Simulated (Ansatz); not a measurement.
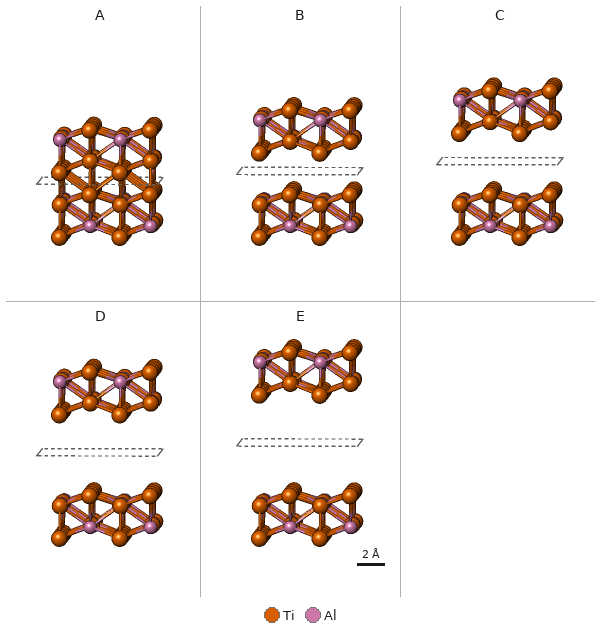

Frames of a one-coordinate scan of a crystal of Ti₃Al (P6_3/mmc). A ball-and-stick model of the layers on both sides of the dashed plane, seen from the side, nearly along that plane.

The calculation used DFT PBEsol, scalar-relativistic, plane waves, PAW (Ansatz 0.2.0). Settings: plane-wave cutoff 420 eV; k-point mesh 7 × 9 × 4; occupations gaussian; smearing width 0.15 eV; no spin polarisation. Energies (free energies at the smearing named) are counted from the relaxed crystal.

> Which coordinate changes from frame to frame?

The crystal is pulled apart rigidly along the normal of the (1 0 0) plane of the conventional cell, at a cut between a plane of Ti below and one of Ti above, 1.67 Å apart. In the frames the opening is 0.00 Å (A), 1.50 Å (B), 3.00 Å (C), 4.50 Å (D), 6.00 Å (E). One cut stands in each cell, which starts 9.9 Å high; nothing is relaxed, and the dashed outline marks the cut. Their energies are 0.000 J/m², 2.892 J/m², 4.236 J/m², 4.542 J/m², 4.583 J/m².
